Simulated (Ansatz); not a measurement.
Geometry relaxation of Al16As16H (part 1 of 3)

The run: geometry relaxation of Al16As16H (defect cell, 33 atoms in the cell). Method and program: DFT PBE, scalar-relativistic, plane waves, PAW, spin-polarised (Ansatz 0.2.0).

The structure derives from a Materials Project entry. It belongs to a series of runs on one base structure; here: H interstitial, charge +0, atoms relaxed at the host's cell.

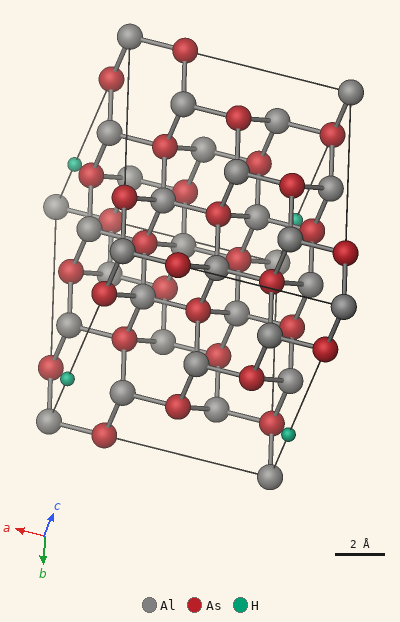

The structure as given in the input (ball-and-stick view of the cell of the calculation, seen at an oblique angle). An atom can appear more than once, as a periodic image.

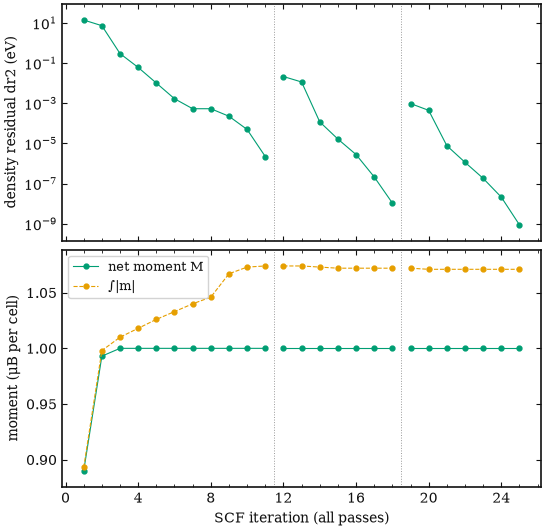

Convergence of the self-consistent field: density residual dr2 and magnetic moment against the SCF iteration. The dotted lines part the SCF passes of the relaxation: geometry steps, rejected trials and re-solves on a re-selected basis. The passes take 11, 7 and 7 iterations. The net moment goes from 0.9 to 1.0 μB per cell.

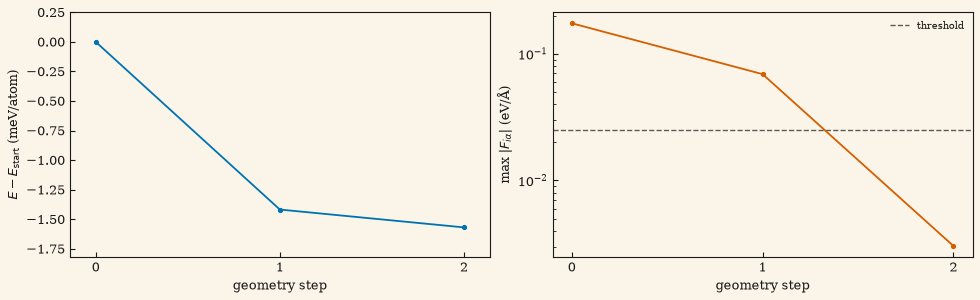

Progress of the relaxation, step by step (the first geometry is step 0 here and step 1 in the log).

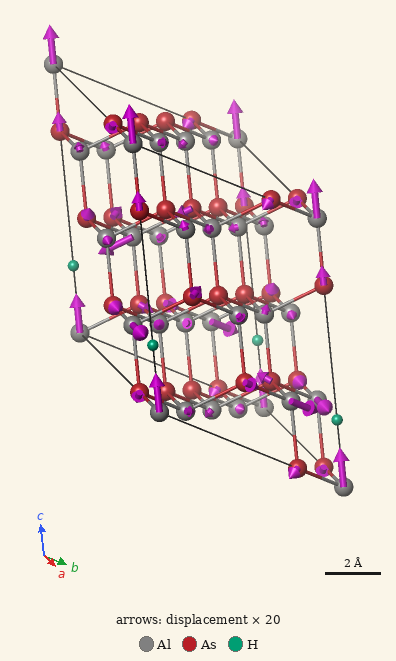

The starting structure with the displacements as pink arrows, magnified 20 times (ball-and-stick view of the cell of the calculation, seen slightly off an axis). After 2 geometry steps the energy has fallen by 1.6 meV per atom. Largest force component: 0.17 eV/Å at the start, 0.003 eV/Å at the end. The largest moves, 0.073 Å, are those of Al4, Al9, Al10 and Al13. Largest moves by element: Al 0.073 Å, As 0.037 Å. H stays in place. The cell doesn't change. Distances before and after: Al10–As28 2.480 → 2.517 Å, Al10–As26 2.480 → 2.476 Å. Among the angles that change: Al4–As29–Al13 109.5° → 105.1°, As19–Al13–As22 109.5° → 107.3°, As19–Al13–As29 109.5° → 111.6°. (Atoms are counted from 1 in the order of the input.)

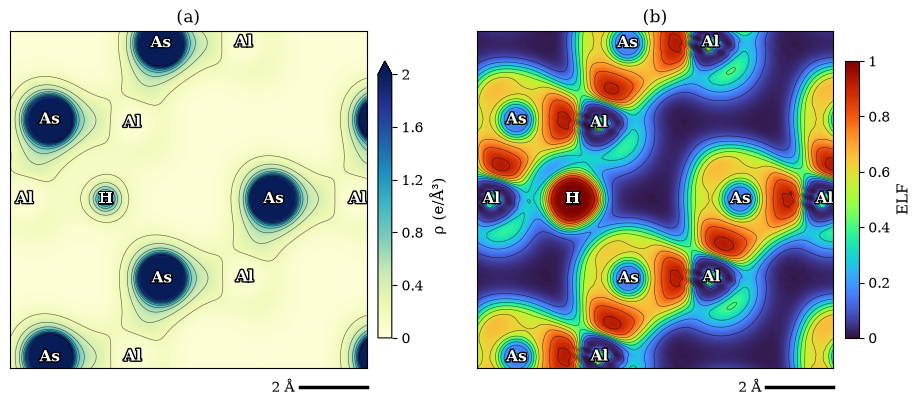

(a) valence pseudo-density; (b) electron localisation function on the (101̄) plane of the calculation cell. Atoms in the plane: Al, As and H. Al–As (2.48 Å): ρ is about 0.46 e/Å³ halfway; the ELF peaks at about 0.90 between the atoms (a covalent bond). Al–As (2.52 Å): the density is about 0.44 e/Å³ at the midpoint; the ELF peaks at about 0.90 between the atoms (localised, shared-pair bonding). Away from the nuclei the density in this plane falls to 0.02 e/Å³ at its lowest. In a PAW calculation such maps are meaningful between the atoms, not at the nuclei.

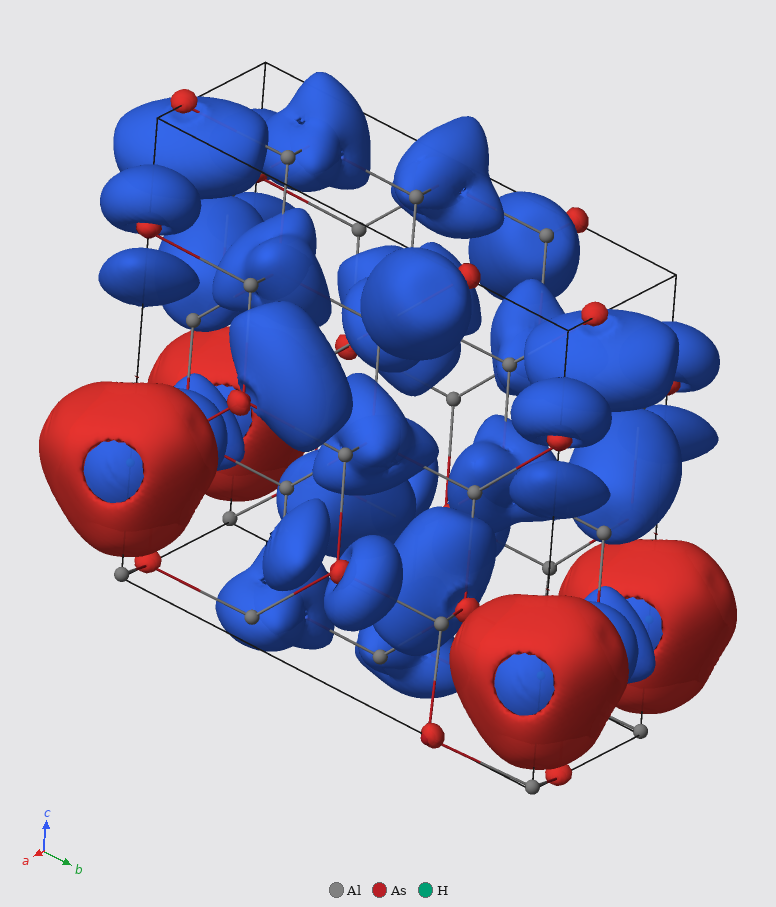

Isosurfaces of the magnetisation density (up minus down) at +0.001 (blue) and −0.001 e/Å³ (red), seen slightly off an axis. Sticks mark near contacts. The outline is the calculation cell. The spin density sits on H: +0.4 μB in one cell of 33 atoms: a single local moment. The cell of the calculation (33 atoms) carries 1.0 μB net.

The input and output of the run follow.

### The input
```yaml
crystal:
  lattice:
    - [-5.7279123196, 5.7279123196, -5.7279123196]
    - [-5.7279123196, -5.7279123196, 5.7279123196]
    - [5.7279123196, 5.7279123196, 5.7279123196]
  atoms:
    - { symbol: Al, position: [0.75, 0.75, 0.5] }
    - { symbol: Al, position: [0.5, 0.0, 0.5] }
    - { symbol: Al, position: [0.5, 0.75, 0.75] }
    - { symbol: Al, position: [0.25, 0.25, 0.5], spin: 0.091 }
    - { symbol: Al, position: [0.25, 0.0, 0.75] }
    - { symbol: Al, position: [0.25, 0.75, 0.0] }
    - { symbol: Al, position: [0.0, 0.5, 0.5] }
    - { symbol: Al, position: [0.0, 0.25, 0.75] }
    - { symbol: Al, position: [0.0, 0.0, 0.0], spin: 0.091 }
    - { symbol: Al, position: [0.0, 0.75, 0.25], spin: 0.091 }
    - { symbol: Al, position: [0.75, 0.5, 0.75] }
    - { symbol: Al, position: [0.75, 0.25, 0.0] }
    - { symbol: Al, position: [0.75, 0.0, 0.25], spin: 0.091 }
    - { symbol: Al, position: [0.5, 0.5, 0.0] }
    - { symbol: Al, position: [0.5, 0.25, 0.25] }
    - { symbol: Al, position: [0.25, 0.5, 0.25] }
    - { symbol: As, position: [0.0, 0.0, 0.75] }
    - { symbol: As, position: [0.75, 0.25, 0.75] }
    - { symbol: As, position: [0.75, 0.0, 0.0], spin: 0.091 }
    - { symbol: As, position: [0.5, 0.5, 0.75] }
    - { symbol: As, position: [0.5, 0.25, 0.0] }
    - { symbol: As, position: [0.5, 0.0, 0.25] }
    - { symbol: As, position: [0.25, 0.75, 0.75] }
    - { symbol: As, position: [0.25, 0.5, 0.0] }
    - { symbol: As, position: [0.25, 0.25, 0.25], spin: 0.091 }
    - { symbol: As, position: [0.25, 0.0, 0.5], spin: 0.091 }
    - { symbol: As, position: [0.0, 0.75, 0.0], spin: 0.091 }
    - { symbol: As, position: [0.0, 0.5, 0.25] }
    - { symbol: As, position: [0.0, 0.25, 0.5], spin: 0.091 }
    - { symbol: As, position: [0.75, 0.75, 0.25], spin: 0.091 }
    - { symbol: As, position: [0.75, 0.5, 0.5] }
    - { symbol: As, position: [0.5, 0.75, 0.5] }
    - { symbol: H, position: [0.0, 0.0, 0.25], spin: 0.091 }
  host:
    lattice:
      - [0.0, 2.8639561598, 2.8639561598]
      - [2.8639561598, 0.0, 2.8639561598]
      - [2.8639561598, 2.8639561598, 0.0]
    atoms:
      - { symbol: Al, position: [0.0, 0.0, 0.0] }
      - { symbol: As, position: [0.75, 0.75, 0.75] }
basis:
  ecutwfc: 420
  xc_grid: 2
kpoints:
  mp_grid: { grid: [3, 3, 3], shift: [0.0, 0.0, 0.0] }
hamiltonian:
  xc: pbe
scf:
  occupations: { method: gaussian, width: 0.01 }
output:
  forces: true
  stress: false
  eigenvalues: true
  populations: true
  charged_corrections:
    defect_position: [0.0, 0.0, 0.25]
    epsilon: [[11.5641, 0.0, 0.0], [0.0, 11.5641, 0.0], [0.0, 0.0, 11.5641]]
  write_density: true
  write_potential: true
  elf: true
  volumetric_format: npy
magnetization:
  spin_polarized: true
relax:
  adjacent_minimum: "off"
  f_tol: 0.025
  max_steps: 45
```

Launched with:
```bash
ansatz run input.yaml --threads 4 --pin off --max-ram 10240MiB --backend cpu --events-out ev --progress --plain --runs-dir out
```

### What the program printed
```
Engine: ansatz 0.2.0, aarch64-unknown-linux-gnu
Pseudopotentials: kind: paw
Pseudopotential: Al, paw, valence charge 3, recommended cutoff 420 eV (normal), Al.paw.azcp
Pseudopotential: As, paw, valence charge 15, recommended cutoff 420 eV (normal), As.paw.azcp
Pseudopotential: H, paw, valence charge 1, recommended cutoff 420 eV (normal), H.paw.azcp
Functional definition: PBE
  parameter kappa = 0.804
  parameter beta = 0.06672455060314922
  exchange = pbe_x(kappa = kappa, mu = beta*pi^2/3)
  correlation = pbe_c(beta = beta)
Crystal: 33 atoms, lattice volume = 751.708 Å³
Basis set: ecut = 420 eV, 14771 PW (Γ), exchange–correlation on 144×144×144 points (8 copies of the dense FFT grid, shifted against one another)
Bands: 179, of which v1, the nominal top of the filled ones, is band 145 counted from 1 (144 counted from 0)
Symmetry: 24 space group operations
Space group: I-43m (ITA 217), of the structure as read, at distance tolerance 9.1e-5 Å
Magnetic group: BNS 217.78 (UNI 1580), of the structure as read, at distance tolerance 9.1e-5 Å
k-points: 4 of 27 (time reversal used)
Non-local potential: Al, projectors of the file, l = 0: 2, l = 1: 2, l = 2: 1
Non-local potential: As, projectors of the file, l = 0: 2, l = 1: 2, l = 2: 3, l = 3: 1
Non-local potential: H, projectors of the file, l = 0: 2, l = 1: 1
PAW form: soft (Blöchl's): semilocal exchange-correlation on the pseudo side does not see the compensation charge
PAW one-centre angular grid: Al, 110 points (default); XC on 64 Gauss nodes
PAW one-centre angular grid: As, 590 points (default); XC on 64 Gauss nodes
PAW one-centre angular grid: H, 110 points (default); XC on 64 Gauss nodes
Starting moments: Σ|m| = 1.001 μB on 11 of 33 sites
Initial wavefunctions: pseudopotential atomic-orbital guess
Functional: x = pbe(κ = 0.804, μ = 0.2195149727645171), c = pbe(β = 0.06672455060314922)
SCF iter   1: F=—  HF=-86330.693999 eV  |F-HF|=—  |Δ(HF+E_count)|=         —  Δρ=1.93e-2 (↑1.93e-2 ↓1.85e-2)  dr2=1.37e1  dr2_m=1.26e-1  M=0.890 μB ∫|m|=0.893 μB  β_m=0.30  ethr=3.10e-3  ⟨swp⟩=5.8  Hψ=5382  notcnv=0  defer=29
preconditioner: auto → Resta (q_TF=auto, 2.326 Å⁻¹)  ε∞=4.2  [insulator: Δε(μ)=0.018 eV  Ē_g=8.563 eV  σ=0.010 eV  W_gap=0.72  n_scr=140 (ndim 8)  ℏωp=15.4 eV  f_vac=0.000  D(μ)=15.81/eV (n_scr^D=86)  ε∞_Penn≈4.2]
spin=Collinear: Resta preconditioning applied to the charge; magnetization (m = ρ↑ − ρ↓) channel mixes plain (no charge-response kernel on spin).
SCF iter   2: F=—  HF=-86329.165166 eV  |F-HF|=—  |Δ(HF+E_count)|=    1.53e0  Δρ=1.44e-2 (↑1.44e-2 ↓1.37e-2)  dr2=7.16e0  dr2_m=8.14e-2  M=0.993 μB ∫|m|=0.998 μB  β_m=0.30  ethr=3.10e-3  ⟨swp⟩=1.5  Hψ=1657  notcnv=0  defer=156
SCF iter   3: F=—  HF=-86327.656839 eV  |F-HF|=—  |Δ(HF+E_count)|=    1.51e0  Δρ=4.34e-3 (↑4.04e-3 ↓4.34e-3)  dr2=2.93e-1  dr2_m=4.41e-2  M=1.000 μB ∫|m|=1.010 μB  β_m=0.30  ethr=2.48e-3  ⟨swp⟩=2.1  Hψ=1769  notcnv=0  defer=187
SCF iter   4: F=—  HF=-86327.681362 eV  |F-HF|=—  |Δ(HF+E_count)|=   2.45e-2  Δρ=2.61e-3 (↑2.26e-3 ↓2.61e-3)  dr2=5.99e-2  dr2_m=2.63e-2  M=1.000 μB ∫|m|=1.018 μB  β_m=0.30  ethr=1.02e-4  ⟨swp⟩=2.4  Hψ=2627  notcnv=0  defer=230
SCF iter   5: F=—  HF=-86327.729879 eV  |F-HF|=—  |Δ(HF+E_count)|=   4.85e-2  Δρ=1.73e-3 (↑1.54e-3 ↓1.73e-3)  dr2=1.00e-2  dr2_m=1.59e-2  M=1.000 μB ∫|m|=1.026 μB  β_m=0.30  ethr=2.07e-5  ⟨swp⟩=2.4  Hψ=1746  notcnv=0  defer=230
SCF iter   6: F=—  HF=-86327.747838 eV  |F-HF|=—  |Δ(HF+E_count)|=   1.80e-2  Δρ=1.28e-3 (↑1.28e-3 ↓1.19e-3)  dr2=1.66e-3  dr2_m=9.96e-3  M=1.000 μB ∫|m|=1.033 μB  β_m=0.30  ethr=3.47e-6  ⟨swp⟩=2.6  Hψ=2468  notcnv=0  defer=230
SCF iter   7: F=—  HF=-86327.754802 eV  |F-HF|=—  |Δ(HF+E_count)|=   6.96e-3  Δρ=9.61e-4 (↑9.61e-4 ↓9.56e-4)  dr2=5.28e-4  dr2_m=6.18e-3  M=1.000 μB ∫|m|=1.040 μB  β_m=0.30  ethr=5.73e-7  ⟨swp⟩=3.0  Hψ=2412  notcnv=0  defer=230
Mixer restart at iter 7: flushing history
spin-set hold released at iteration 7 (site moments contracting): the magnetisation degrees of freedom join the quasi-Newton model from the next iteration; the mixer history was flushed
SCF iter   8: F=—  HF=-86327.759264 eV  |F-HF|=—  |Δ(HF+E_count)|=   4.46e-3  Δρ=7.76e-4 (↑7.35e-4 ↓7.76e-4)  dr2=5.28e-4  dr2_m=3.85e-3  M=1.000 μB ∫|m|=1.046 μB  β_m=0.65  ethr=1.83e-7  ⟨swp⟩=3.0  Hψ=2661  notcnv=0  defer=230
SCF iter   9: F=—  HF=-86327.767625 eV  |F-HF|=—  |Δ(HF+E_count)|=   8.36e-3  Δρ=1.86e-4 (↑1.47e-4 ↓1.86e-4)  dr2=2.23e-4  dr2_m=1.69e-4  M=1.000 μB ∫|m|=1.067 μB  β_m=0.69  ethr=1.83e-7  ⟨swp⟩=3.8  Hψ=2233  notcnv=0  defer=230
SCF iter  10: F=—  HF=-86327.768015 eV  |F-HF|=—  |Δ(HF+E_count)|=   3.90e-4  Δρ=5.54e-5 (↑5.54e-5 ↓4.50e-5)  dr2=4.90e-5  dr2_m=9.80e-6  M=1.000 μB ∫|m|=1.073 μB  β_m=0.81  ethr=7.73e-8  ⟨swp⟩=3.0  Hψ=2910  notcnv=0  defer=230
SCF iter  11: F=-86327.768036 eV  HF=-86327.768035 eV  |F-HF|=9.07e-7  |Δ(HF+E_count)|=   1.94e-5  Δρ=1.15e-5 (↑1.15e-5 ↓7.46e-6)  dr2=2.21e-6  dr2_m=8.49e-8  M=1.000 μB ∫|m|=1.074 μB  ethr=5.41e-9  ⟨swp⟩=18.1  Hψ=13541  notcnv=0
SCF 1 converged in 11 iterations: F = -86327.768036 eV  dr2 = 2.21e-6
  greatest PAW one-centre occupation: 0.999 electrons in one spin orbital (limit 2), on the As atom at site 26 (counted from 0), in its partial waves of l = 2
relax step   1: F+E_penalty+E_count = -86327.76803562 eV  Δ(F+E_penalty+E_count) = +0.000e0 eV  max|allowed force component| = 1.741e-1 eV/Å  Δτ_max = 0.0000 Å  (11 SCF iters, dr2 threshold 1.56e-5 eV, accepted)
Initial density: handed on by an earlier stage of this run
Starting moments: Σ|m| = 1.001 μB on 11 of 33 sites; this step starts from the density that it was given
Initial wavefunctions: those handed on with the density
iter 1 solved again at ethr=7.33e-6 eV; its pass at ethr=3.10e-3 eV (dr2=2.12e-2 eV) is discarded
```
